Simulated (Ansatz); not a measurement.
## Energy of Ge along an even scaling of the cell

System: Ge (Fm-3m, 1 atom in the cell).
Method: DFT, BLYP, plane waves (420 eV) with PAW, scalar-relativistic, no spin polarisation (Ansatz 0.2.0).

The 6 runs differ only in the geometry, by an even scaling of the cell at fixed fractional positions.

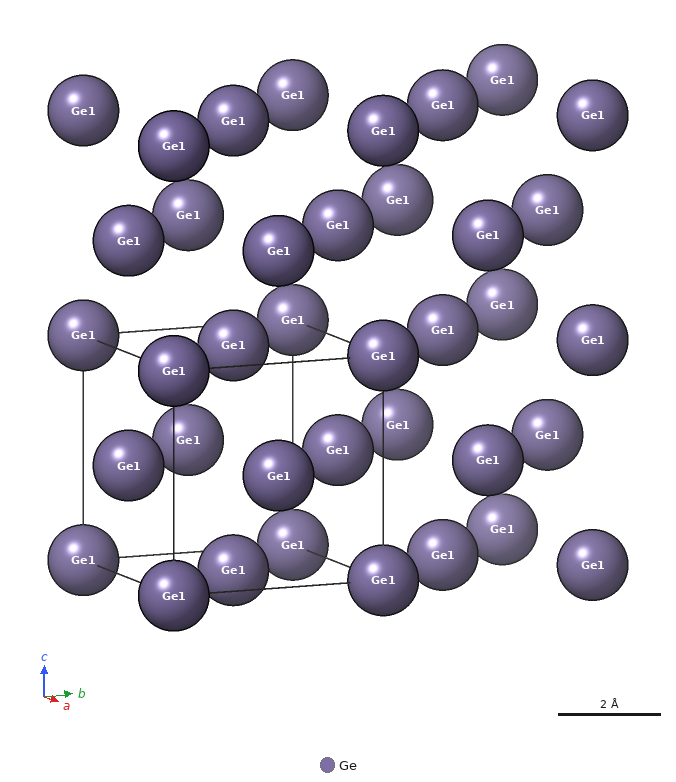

Figure 1. The structure of run 4 (spheres-only view of the cell 4 times as large as that of the calculation, set on its symmetry axes, repeated 1 × 2 × 2, seen slightly off an axis; atoms are numbered from 1 in the order of the input).

## Input of run 4
```yaml
crystal:
  lattice:
    - [0.0, 2.247282669, 2.247282669]
    - [2.247282669, 0.0, 2.247282669]
    - [2.247282669, 2.247282669, 0.0]
  atoms:
    - { symbol: Ge, position: [0.0, 0.0, 0.0] }
hamiltonian:
  xc: blyp
  pseudopotentials:
    kind: paw
    azcp:
      Ge: "pseudopotentials/Ge.paw.azcp"
basis:
  ecutwfc: 420
  fft_grid_basis: typed
kpoints:
  mp_grid: { grid: [14, 14, 14], shift: [0, 0, 0] }
magnetization:
  spin_polarized: false
scf:
  occupations: { method: fermi_dirac, width: 0.1 }
  lower_state_search: "off"
output:
  stress: true
```

Run 5 differs from it as follows:
```diff
-    - [0.0, 2.247282669, 2.247282669]
-    - [2.247282669, 0.0, 2.247282669]
-    - [2.247282669, 2.247282669, 0.0]
+    - [0.0, 2.2757323052, 2.2757323052]
+    - [2.2757323052, 0.0, 2.2757323052]
+    - [2.2757323052, 2.2757323052, 0.0]
```

## Results, with one run withheld

```csv
run,volume per atom (Å³),"free energy per atom, from the lowest run given (meV)",pressure (GPa)
1,20.080,24.81,4.83
2,20.953,5.92,2.19
3,21.826,0.00,0.06
4,22.699,4.54,−1.67
5,23.572,?,?
6,24.445,37.41,−4.18
```

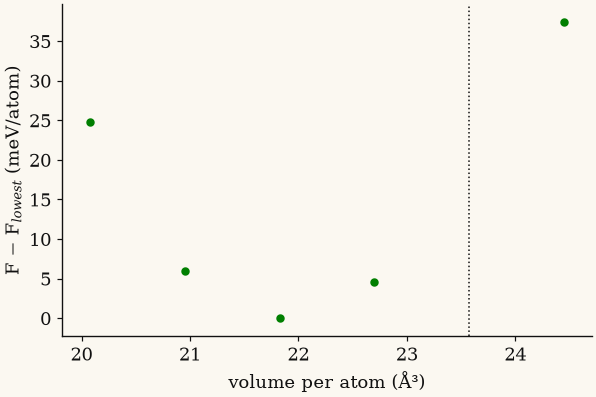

Figure 2. Free energy per atom of the runs given; the dotted line marks run 5.

What should run 5 give?

A cubic polynomial in V^(−2/3) (the Birch–Murnaghan form), fitted to the 5 runs given, misses them by under 0.01 meV per atom. With x = V^(−2/3) − 0.12769 Å⁻², it reads F = 0.019936 − 219.95 x + 4.457e+05 x² + 5.665e+05 x³ (meV per atom). At run 5 it gives 17.55 meV per atom, and the run itself gives 17.55. The slope of the fit gives a pressure −dF/dV of −3.06 GPa there, and the run prints −3.06 GPa. The fit has its minimum at 21.853 Å³ per atom, where V d²F/dV² gives 47.6 GPa: the bulk modulus at this level, since symmetry fixes the shape and the positions.

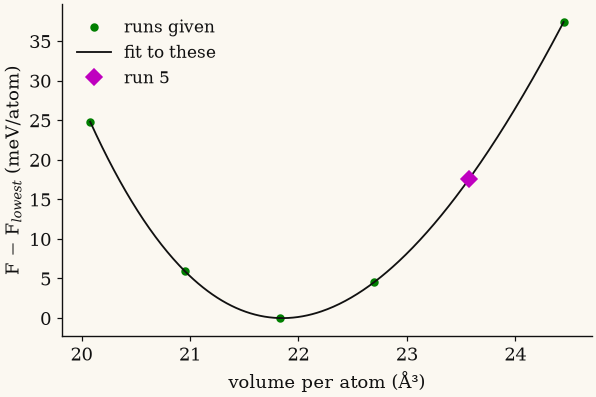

Figure 3. The fit and the withheld run.

## Output, shortened to warnings, some set-up lines, iterations and results (run 5)
```
Basis set: ecut = 420 eV, 459 PW (Γ), exchange–correlation on 48×48×48 points (8 copies of the dense FFT grid, shifted against one another)
Symmetry: 48 space group operations
k-points: 104 of 2744
Initial density: superposition of atomic densities (neutral atoms: chi_scale 0, normalization atom), corrected by the library's trained network
[...]
SCF iter   1: F=—  HF=-4304.712837 eV  |F-HF|=—  |Δ(HF+E_count)|=         —  Δρ=8.15e-3  dr2=1.41e-2  ethr=1.77e-3  ⟨swp⟩=5.1  Hψ=6567  notcnv=0
SCF iter   2: F=—  HF=-4304.710163 eV  |F-HF|=—  |Δ(HF+E_count)|=   2.67e-3  Δρ=4.97e-3  dr2=6.20e-3  ethr=1.01e-4  ⟨swp⟩=1.0  Hψ=1976  notcnv=0
SCF iter   3: F=—  HF=-4304.708693 eV  |F-HF|=—  |Δ(HF+E_count)|=   1.47e-3  Δρ=4.87e-4  dr2=5.18e-5  ethr=4.43e-5  ⟨swp⟩=2.0  Hψ=1328  notcnv=0
SCF iter   4: F=—  HF=-4304.708705 eV  |F-HF|=—  |Δ(HF+E_count)|=   1.20e-5  Δρ=2.37e-4  dr2=8.03e-6  ethr=3.70e-7  ⟨swp⟩=2.0  Hψ=1853  notcnv=0
SCF iter   5: F=—  HF=-4304.708698 eV  |F-HF|=—  |Δ(HF+E_count)|=   6.85e-6  Δρ=4.30e-5  dr2=4.97e-7  ethr=5.73e-8  ⟨swp⟩=2.0  Hψ=1857  notcnv=0
SCF iter   6: F=-4304.708698 eV  HF=-4304.708698 eV  |F-HF|=3.29e-9  |Δ(HF+E_count)|=   8.84e-8  Δρ=6.18e-6  dr2=9.84e-9  ethr=7.14e-10  ⟨swp⟩=4.1  Hψ=3256  notcnv=0
SCF 1 converged in 6 iterations: F = -4304.708698 eV  dr2 = 9.84e-9
SCF converged after 6 iterations
Free energy (F): -4304.708698 eV
Harris-Foulkes:  -4304.708698 eV  (|F-HF|=3.29e-9)
Internal energy: -4304.691881 eV  (E = F + TS)
E sigma→0 (E₀):  -4304.700289 eV
Entropy (-TS):   -0.016816 eV (-16.816 meV/atom)
Fermi energy:    8.573656 eV
--- Per-component energies (eV) ---
  E_band       = -147.956578
  E_kinetic    = 108.754510
  E_local      = -2301.136893  (includes V_loc(G=0)·N_el)
  E_nonlocal   = 409.197029
  E_hartree    = 999.748951
  E_xc         = -73.534330
  E_vxc        = -61.379110  (∫ρ·V_xc dr)
  E_paw        = -2026.312039  (= ΣΔE_a)
  E_vpaw       = -302.887071  (= ΣTr[D̂ρ^β])
  E_aug_tail   = 0.000243  (compensation charges beyond the density's cutoff)
  E_ewald      = -1421.520021
  E_core_change = 0.110668  (= ΣΔE_core)
  E_smearing   = -0.016816  (= −TS)
  E_closure    = -0.000000  (closes the sum)
  Σ components = -4304.708698   (vs F -4304.708698, Δ=0.00e0)
--- Stress (GPa, compression-positive) ---
       -3.060143       0.000000       0.000000
        0.000000      -3.060143      -0.000000
       -0.000000       0.000000      -3.060143
  P = ⅓ Tr σ = -3.0601 GPa (-30.601 kbar)
```
